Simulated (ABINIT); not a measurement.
## Bi: band-structure run (part 3 of 3)

The same run, continued: Bi (Im-3m, 1 atom in the cell); Kohn-Sham DFT of a periodic cell, PBE, spin-orbit coupling, JTH PAW PBE v2.0 sp, no spin polarisation (ABINIT 10.8.3); cutoff 408.17 eV, 9×9×9 k-mesh, fermi-dirac of 0.05 eV. The structure derives from a Materials Project entry.

Geometry of the input (Å; fractional positions):
```
-1.9814  1.9814  1.9814
1.9814  -1.9814  1.9814
1.9814  1.9814  -1.9814
Bi 0.0000  0.0000  0.0000
```

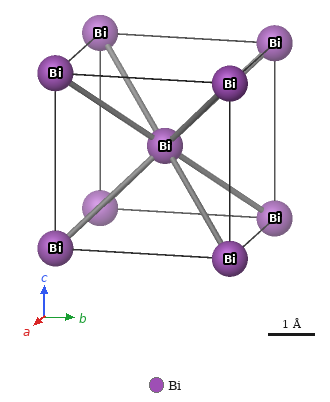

Fig. 1: The input geometry (ball-and-stick view of the cell 2 times as large as that of the calculation, set on its symmetry axes, seen slightly off an axis).

Log, continued:
```
  2.03E-13  3.33E-13  2.26E-13  4.56E-13  4.12E-13  9.36E-13  2.92E-13  9.71E-13
  4.11E-13  8.24E-13  2.71E-13  6.37E-13  3.28E-13  4.48E-13  5.50E-13  9.99E-13
  5.81E-13  5.61E-13  5.26E-13  7.50E-13  1.87E-05  1.17E-04
 -6.2667E-01 -6.2667E-01 -3.9770E-01 -3.9770E-01 -3.1809E-01 -3.1809E-01
 -2.8914E-01 -2.8914E-01  2.1031E-01  2.1031E-01  2.8770E-01  2.8770E-01
  3.1302E-01  3.1302E-01  3.9670E-01  3.9670E-01  3.9695E-01  3.9695E-01
  3.9695E-01  3.9695E-01  4.9400E-01  4.9664E-01
 Non-SCF case, kpt   24 (  0.25000  0.25000  0.25000), residuals and eigenvalues=
  3.75E-13  7.20E-13  3.19E-13  6.17E-13  2.03E-13  2.51E-13  1.47E-13  3.71E-13
  5.40E-13  5.25E-13  3.92E-13  5.48E-13  2.76E-13  6.05E-13  7.23E-13  5.38E-13
  2.70E-13  8.47E-13  5.72E-13  5.26E-13  3.56E-13  8.02E-13
 -6.1818E-01 -6.1818E-01 -3.8493E-01 -3.8493E-01 -3.2929E-01 -3.2929E-01
 -3.2929E-01 -3.2929E-01  2.4568E-01  2.4568E-01  3.5128E-01  3.5128E-01
  3.5128E-01  3.5128E-01  4.5777E-01  4.5777E-01  4.7421E-01  4.7421E-01
  4.7441E-01  4.7441E-01  4.7441E-01  4.7441E-01
 Non-SCF case, kpt   25 (  0.29167  0.12500  0.29167), residuals and eigenvalues=
  4.36E-13  4.78E-13  3.63E-13  8.33E-13  1.11E-13  1.46E-13  6.09E-13  8.71E-13
  2.06E-13  4.99E-13  2.75E-13  8.33E-13  3.50E-13  9.01E-13  4.28E-13  5.67E-13
  1.65E-13  3.75E-13  2.55E-13  5.01E-13  3.28E-07  2.48E-06
 -6.2082E-01 -6.2082E-01 -3.9646E-01 -3.9646E-01 -3.5424E-01 -3.5424E-01
 -2.6118E-01 -2.6118E-01  1.7971E-01  1.7971E-01  2.7733E-01  2.7733E-01
  3.0456E-01  3.0456E-01  3.8521E-01  3.8521E-01  4.0582E-01  4.0582E-01
  4.4668E-01  4.4668E-01  5.2172E-01  5.2173E-01
 Non-SCF case, kpt   26 (  0.33333  0.00000  0.33333), residuals and eigenvalues=
  6.93E-13  7.37E-13  1.23E-13  2.92E-13  2.25E-13  3.57E-13  2.06E-13  4.56E-13
  1.95E-13  9.53E-13  5.15E-13  9.66E-13  1.52E-13  3.49E-13  4.97E-13  9.21E-13
  7.57E-13  6.71E-13  4.12E-13  5.58E-13  2.60E-06  1.29E-05
 -6.2057E-01 -6.2057E-01 -4.0433E-01 -4.0433E-01 -3.6374E-01 -3.6374E-01
 -1.6847E-01 -1.6847E-01  6.7841E-02  6.7841E-02  1.6780E-01  1.6780E-01
  1.8363E-01  1.8363E-01  3.6823E-01  3.6823E-01  4.0031E-01  4.0031E-01
  4.3791E-01  4.3791E-01  6.2048E-01  6.2052E-01
 Non-SCF case, kpt   27 (  0.37500 -0.12500  0.37500), residuals and eigenvalues=
  3.54E-13  2.22E-13  1.41E-13  1.97E-13  1.75E-13  6.25E-13  3.73E-13  7.82E-13
  5.24E-14  6.19E-13  1.53E-13  3.11E-13  4.90E-14  3.48E-13  6.79E-13  7.03E-13
  2.57E-13  8.35E-13  5.22E-13  6.99E-13  1.70E-05  4.67E-05
 -6.1160E-01 -6.1160E-01 -4.0024E-01 -4.0024E-01 -3.5825E-01 -3.5825E-01
 -1.4782E-01 -1.4782E-01  5.6072E-02  5.6072E-02  6.2003E-02  6.2003E-02
  7.0793E-02  7.0793E-02  3.7687E-01  3.7687E-01  4.1046E-01  4.1046E-01
  4.4313E-01  4.4313E-01  7.1207E-01  7.1211E-01
 Non-SCF case, kpt   28 (  0.41667 -0.25000  0.41667), residuals and eigenvalues=
  1.77E-13  4.38E-13  2.79E-13  5.98E-13  2.48E-13  6.89E-13  5.88E-13  9.92E-13
  1.40E-13  4.96E-13  1.43E-13  3.81E-13  3.10E-13  2.02E-13  3.07E-13  9.04E-13
  3.58E-13  5.22E-13  3.13E-13  2.91E-13  2.40E-05  7.83E-04
 -5.9363E-01 -5.9363E-01 -3.8645E-01 -3.8645E-01 -3.3959E-01 -3.3959E-01
 -2.2095E-01 -2.2095E-01 -3.3993E-02 -3.3993E-02 -2.5528E-02 -2.5528E-02
  1.8384E-01  1.8384E-01  3.9975E-01  3.9975E-01  4.3530E-01  4.3530E-01
  4.6155E-01  4.6155E-01  6.8065E-01  6.8221E-01
 Non-SCF case, kpt   29 (  0.45833 -0.37500  0.45833), residuals and eigenvalues=
  2.52E-13  3.32E-13  1.18E-13  8.67E-13  1.65E-13  2.34E-13  5.28E-13  7.66E-13
  1.53E-13  4.79E-13  2.20E-13  3.34E-13  1.74E-13  3.61E-13  3.22E-13  8.04E-13
  2.36E-13  6.66E-13  5.39E-13  8.63E-13  3.08E-05  2.81E-04
 -5.7191E-01 -5.7191E-01 -3.7286E-01 -3.7286E-01 -3.1362E-01 -3.1362E-01
 -2.8108E-01 -2.8108E-01 -1.0200E-01 -1.0200E-01 -9.8343E-02 -9.8343E-02
  3.4040E-01  3.4040E-01  4.3441E-01  4.3441E-01  4.7297E-01  4.7297E-01
  4.9090E-01  4.9090E-01  6.1451E-01  6.1495E-01
 Non-SCF case, kpt   30 (  0.50000 -0.50000  0.50000), residuals and eigenvalues=
  1.42E-13  6.07E-13  2.45E-13  6.63E-13  2.49E-13  3.58E-13  1.99E-13  5.46E-13
  9.27E-14  2.54E-13  4.99E-13  6.38E-13  3.29E-13  2.62E-13  2.08E-13  4.39E-13
  5.35E-13  3.33E-13  7.66E-13  4.39E-13  3.85E-07  1.44E-06
 -5.6072E-01 -5.6072E-01 -3.7137E-01 -3.7137E-01 -2.9858E-01 -2.9858E-01
 -2.9858E-01 -2.9858E-01 -1.2903E-01 -1.2903E-01 -1.2903E-01 -1.2903E-01
  4.2850E-01  4.2850E-01  5.0324E-01  5.0324E-01  5.0324E-01  5.0324E-01
  5.1777E-01  5.1777E-01  5.8022E-01  5.8023E-01

--- !ResultsGS
iteration_state: {dtset: 2, }
comment   : Summary of ground state results
lattice_vectors:
- [ -3.7443610,   3.7443610,   3.7443610, ]
- [  3.7443610,  -3.7443610,   3.7443610, ]
- [  3.7443610,   3.7443610,  -3.7443610, ]
lattice_lengths: [   6.48542,    6.48542,    6.48542, ]
lattice_angles: [109.471, 109.471, 109.471, ] # degrees, (23, 13, 12)
lattice_volume:   2.0998736E+02
convergence: {deltae:  0.000E+00, res2:  0.000E+00, residm:  9.994E-13, diffor:  0.000E+00, }
etotal    :  -5.70696414E+00
entropy   :   0.00000000E+00
fermie    :  -2.64685343E-01
cartesian_stress_tensor: null
pressure_GPa: null
xred      :
- [  0.0000E+00,   0.0000E+00,   0.0000E+00, Bi]
cartesian_forces: null
force_length_stats: {min: null, max: null, mean: null, }
...

 Integrated electronic density in atomic spheres:
 ------------------------------------------------
 Atom  Sphere_radius  Integrated_density
    1        2.90574          3.48536245

================================================================================

 ----iterations are completed or convergence reached----

 Mean square residual over all n,k,spin=   44.388E-14; max=  99.944E-14
 reduced coordinates (array xred) for    1 atoms
       0.000000000000      0.000000000000      0.000000000000

 cartesian coordinates (angstrom) at end:
    1      0.00000000000000     0.00000000000000     0.00000000000000
 length scales=  6.485423563300  6.485423563300  6.485423563300 bohr
              =  3.431938350423  3.431938350423  3.431938350423 angstroms
 Eigenvalues (   eV  ) for nkpt=  30  k points:
 kpt#   1, nband= 22, wtk=  1.00000, kpt=  0.0000  0.0000  0.0000 (reduced coord)
 -20.46037  -20.46037   -4.37556   -4.37556   -0.69072   -0.69072   -0.69072   -0.69072
   2.18715    2.18715    5.36708    5.36708    5.36708    5.36708    5.36708    5.36708
   5.81036    5.81036    5.81036    5.81036    5.81036    5.81036
 kpt#   2, nband= 22, wtk=  1.00000, kpt=  0.0714 -0.0714  0.0714 (reduced coord)
 -20.27446  -20.27446   -4.95999   -4.95999   -2.08778   -2.08778   -1.41595   -1.41595
   3.47853    3.47853    3.51119    3.51119    4.35151    4.35151    4.46160    4.46160
   5.56119    5.56119    7.10626    7.10626    8.02097    8.03437
 kpt#   3, nband= 22, wtk=  1.00000, kpt=  0.1429 -0.1429  0.1429 (reduced coord)
 -19.72550  -19.72550   -6.33597   -6.33597   -4.03878   -4.03878   -3.02360   -3.02360
   1.36855    1.36855    4.08175    4.08175    4.65797    4.65797    5.07154    5.07154
   6.14331    6.14331    9.54128    9.54128   11.27203   11.32672
 kpt#   4, nband= 22, wtk=  1.00000, kpt=  0.2143 -0.2143  0.2143 (reduced coord)
 -18.84615  -18.84615   -7.82688   -7.82688   -5.76253   -5.76253   -4.72118   -4.72118
  -0.38747   -0.38747    4.81139    4.81139    5.65495    5.65495    6.17070    6.17070
   7.11246    7.11246    9.01916    9.01916   14.42017   14.42314
 kpt#   5, nband= 22, wtk=  1.00000, kpt=  0.2857 -0.2857  0.2857 (reduced coord)
 -17.71726  -17.71726   -9.02674   -9.02674   -7.13792   -7.13792   -6.16737   -6.16737
  -1.75387   -1.75387    4.21310    4.21310    6.52323    6.52323    7.21493    7.21493
   8.03839    8.03839    8.46654    8.46654   18.40756   18.51474
 kpt#   6, nband= 22, wtk=  1.00000, kpt=  0.3571 -0.3571  0.3571 (reduced coord)
 -16.52244  -16.52244   -9.76238   -9.76238   -8.04160   -8.04160   -7.24381   -7.24381
  -2.73008   -2.73008    0.70052    0.70052    8.25481    8.25481    9.24489    9.24489
   9.75547    9.75547   10.19887   10.19887   20.13836   20.22701
 kpt#   7, nband= 22, wtk=  1.00000, kpt=  0.4286 -0.4286  0.4286 (reduced coord)
 -15.59598  -15.59598  -10.04546  -10.04546   -8.29360   -8.29360   -7.90309   -7.90309
  -3.31586   -3.31586   -2.21298   -2.21298   10.33054   10.33054   11.66105   11.66105
  11.91688   11.91688   12.27823   12.27823   17.60406   17.61738
 kpt#   8, nband= 22, wtk=  1.00000, kpt=  0.5000 -0.5000  0.5000 (reduced coord)
 -15.25796  -15.25796  -10.10544  -10.10544   -8.12480   -8.12480   -8.12480   -8.12480
  -3.51112   -3.51112   -3.51112   -3.51112   11.66012   11.66012   13.69394   13.69394
  13.69394   13.69394   14.08918   14.08918   15.78852   15.78873
 kpt#   9, nband= 22, wtk=  1.00000, kpt=  0.4000 -0.4000  0.5000 (reduced coord)
 -15.56060  -15.56060  -10.14087  -10.14087   -8.37558   -8.37558   -7.80085   -7.80085
  -3.01249   -3.01249   -2.50337   -2.50337    9.84574    9.84574   10.74799   10.74799
  13.15181   13.15181   14.08022   14.08022   15.97646   15.97669
 kpt#  10, nband= 22, wtk=  1.00000, kpt=  0.3000 -0.3000  0.5000 (reduced coord)
 -16.21206  -16.21206  -10.71263  -10.71263   -8.11683   -8.11683   -6.91864   -6.91864
  -1.55971   -1.55971   -0.20946   -0.20946    6.67757    6.67757    7.26188    7.26188
  13.61753   13.61753   14.71786   14.71786   16.53348   16.53575
 kpt#  11, nband= 22, wtk=  1.00000, kpt=  0.2000 -0.2000  0.5000 (reduced coord)
 -16.84864  -16.84864  -11.49176  -11.49176   -7.24216   -7.24216   -5.66073   -5.66073
   0.45057    0.45057    2.72737    2.72737    4.04718    4.04718    4.26288    4.26288
  14.46288   14.46288   15.76707   15.76707   17.45927   17.50697
 kpt#  12, nband= 22, wtk=  1.00000, kpt=  0.1000 -0.1000  0.5000 (reduced coord)
 -17.28024  -17.28024  -12.03374  -12.03374   -6.21507   -6.21507   -4.15833   -4.15833
   0.29682    0.29682    1.80481    1.80481    4.82985    4.82985    6.14057    6.14057
  13.29041   13.29041   14.22522   14.22522   16.34690   16.34698
 kpt#  13, nband= 22, wtk=  1.00000, kpt=  0.0000  0.0000  0.5000 (reduced coord)
 -17.43078  -17.43078  -12.22229  -12.22229   -5.67776   -5.67776   -3.03538   -3.03538
  -0.94083   -0.94083    0.80584    0.80584    7.09770    7.09770    9.25550    9.25550
  10.41512   10.41512   10.85210   10.85210   16.89849   16.90478
 kpt#  14, nband= 22, wtk=  1.00000, kpt=  0.0000  0.0000  0.4000 (reduced coord)
 -17.95053  -17.95053  -11.33252  -11.33252   -5.46697   -5.46697   -2.88660   -2.88660
  -0.71081   -0.71081    0.99682    0.99682    6.41418    6.41418    8.00629    8.00629
  11.68346   11.68346   12.11008   12.11008   14.84423   14.84898
 kpt#  15, nband= 22, wtk=  1.00000, kpt=  0.0000  0.0000  0.3000 (reduced coord)
 -18.90984  -18.90984   -9.30683   -9.30683   -4.84496   -4.84496   -2.45958   -2.45958
  -0.01095   -0.01095    1.56964    1.56964    5.41871    5.41871    6.63751    6.63751
  10.82854   10.82854   11.97288   11.97288   12.88440   12.89215
 kpt#  16, nband= 22, wtk=  1.00000, kpt=  0.0000  0.0000  0.2000 (reduced coord)
 -19.74434  -19.74434   -6.91530   -6.91530   -3.80796   -3.80796   -1.81526   -1.81526
   1.18670    1.18670    2.52363    2.52363    4.85709    4.85709    5.48305    5.48305
   8.05197    8.05197    8.82022    8.82022   10.18156   10.18594
 kpt#  17, nband= 22, wtk=  1.00000, kpt=  0.0000  0.0000  0.1000 (reduced coord)
 -20.27839  -20.27839   -5.00926   -5.00926   -2.17560   -2.17560   -1.08751   -1.08751
   2.74807    2.74807    3.85556    3.85556    4.15192    4.15192    5.06036    5.06036
   6.19838    6.19838    6.39216    6.39216    7.70423    7.70737
 kpt#  18, nband= 22, wtk=  1.00000, kpt=  0.0000  0.0000  0.0000 (reduced coord)
 -20.46037  -20.46037   -4.37556   -4.37556   -0.69072   -0.69072   -0.69072   -0.69072
   2.18715    2.18715    5.36708    5.36708    5.36708    5.36708    5.36708    5.36708
   5.81036    5.81036    5.81036    5.81036    5.81036    5.81036
 kpt#  19, nband= 22, wtk=  1.00000, kpt=  0.0417  0.0417  0.0417 (reduced coord)
 -20.27092  -20.27092   -5.04593   -5.04593   -2.20006   -2.20006   -1.14996   -1.14996
   3.20850    3.20850    3.61712    3.61712    3.70561    3.70561    6.00976    6.00976
   6.03726    6.03726    6.03726    6.03726    6.87623    6.87623
 kpt#  20, nband= 22, wtk=  1.00000, kpt=  0.0833  0.0833  0.0833 (reduced coord)
 -19.71629  -19.71629   -6.90943   -6.90943   -3.98069   -3.98069   -2.64864   -2.64864
   2.64313    2.64313    3.35815    3.35815    4.26571    4.26571    6.60793    6.60793
   6.63435    6.63435    6.63435    6.63435   10.65343   10.65343
 kpt#  21, nband= 22, wtk=  1.00000, kpt=  0.1250  0.1250  0.1250 (reduced coord)
 -18.85281  -18.85281   -8.93063   -8.93063   -5.71467   -5.71467   -4.58446   -4.58446
   3.03220    3.03220    4.24915    4.24915    5.33821    5.33821    7.60486    7.60486
   7.62821    7.62821    7.62821    7.62821   14.83345   14.83457
 kpt#  22, nband= 22, wtk=  1.00000, kpt=  0.1667  0.1667  0.1667 (reduced coord)
 -17.84133  -17.84133  -10.38518  -10.38518   -7.35017   -7.35017   -6.38746   -6.38746
   4.21357    4.21357    5.83406    5.83406    6.76064    6.76064    9.00050    9.00050
   9.01843    9.01843    9.01843    9.01843   14.60520   15.01848
 kpt#  23, nband= 22, wtk=  1.00000, kpt=  0.2083  0.2083  0.2083 (reduced coord)
 -17.05244  -17.05244  -10.82205  -10.82205   -8.65554   -8.65554   -7.86788   -7.86788
   5.72276    5.72276    7.82861    7.82861    8.51783    8.51783   10.79473   10.79473
  10.80164   10.80164   10.80164   10.80164   13.44250   13.51425
 kpt#  24, nband= 22, wtk=  1.00000, kpt=  0.2500  0.2500  0.2500 (reduced coord)
 -16.82156  -16.82156  -10.47452  -10.47452   -8.96053   -8.96053   -8.96053   -8.96053
   6.68524    6.68524    9.55873    9.55873    9.55873    9.55873   12.45652   12.45652
  12.90400   12.90400   12.90942   12.90942   12.90942   12.90942
 kpt#  25, nband= 22, wtk=  1.00000, kpt=  0.2917  0.1250  0.2917 (reduced coord)
 -16.89325  -16.89325  -10.78824  -10.78824   -9.63938   -9.63938   -7.10704   -7.10704
   4.89007    4.89007    7.54661    7.54661    8.28746    8.28746   10.48202   10.48202
  11.04281   11.04281   12.15489   12.15489   14.19679   14.19690
 kpt#  26, nband= 22, wtk=  1.00000, kpt=  0.3333  0.0000  0.3333 (reduced coord)
 -16.88652  -16.88652  -11.00235  -11.00235   -9.89782   -9.89782   -4.58437   -4.58437
   1.84603    1.84603    4.56609    4.56609    4.99688    4.99688   10.02004   10.02004
  10.89303   10.89303   11.91613   11.91613   16.88411   16.88524
 kpt#  27, nband= 22, wtk=  1.00000, kpt=  0.3750 -0.1250  0.3750 (reduced coord)
 -16.64250  -16.64250  -10.89106  -10.89106   -9.74852   -9.74852   -4.02226   -4.02226
   1.52579    1.52579    1.68720    1.68720    1.92638    1.92638   10.25525   10.25525
  11.16919   11.16919   12.05814   12.05814   19.37642   19.37751
 kpt#  28, nband= 22, wtk=  1.00000, kpt=  0.4167 -0.2500  0.4167 (reduced coord)
 -16.15340  -16.15340  -10.51592  -10.51592   -9.24080   -9.24080   -6.01241   -6.01241
  -0.92499   -0.92499   -0.69464   -0.69464    5.00242    5.00242   10.87773   10.87773
  11.84520   11.84520   12.55948   12.55948   18.52156   18.56382
 kpt#  29, nband= 22, wtk=  1.00000, kpt=  0.4583 -0.3750  0.4583 (reduced coord)
 -15.56240  -15.56240  -10.14612  -10.14612   -8.53410   -8.53410   -7.64857   -7.64857
  -2.77558   -2.77558   -2.67604   -2.67604    9.26273    9.26273   11.82088   11.82088
  12.87020   12.87020   13.35796   13.35796   16.72176   16.73370
 kpt#  30, nband= 22, wtk=  1.00000, kpt=  0.5000 -0.5000  0.5000 (reduced coord)
 -15.25796  -15.25796  -10.10544  -10.10544   -8.12480   -8.12480   -8.12480   -8.12480
  -3.51112   -3.51112   -3.51112   -3.51112   11.66012   11.66012   13.69394   13.69394
  13.69394   13.69394   14.08918   14.08918   15.78852   15.78873

== END DATASET(S) ==============================================================
================================================================================

 -outvars: echo values of variables after computation  --------
            acell      6.4854235633E+00  6.4854235633E+00  6.4854235633E+00 Bohr
           etotal1    -5.7069641423E+00
            fcart1    -0.0000000000E+00 -0.0000000000E+00 -0.0000000000E+00
            rprim     -5.7735026920E-01  5.7735026920E-01  5.7735026920E-01
                       5.7735026920E-01 -5.7735026920E-01  5.7735026920E-01
                       5.7735026920E-01  5.7735026920E-01 -5.7735026920E-01
           strten1    -7.8830222013E-05 -7.8830222013E-05 -7.8830222013E-05
                       0.0000000000E+00  0.0000000000E+00  0.0000000000E+00
 Calculation completed.
```
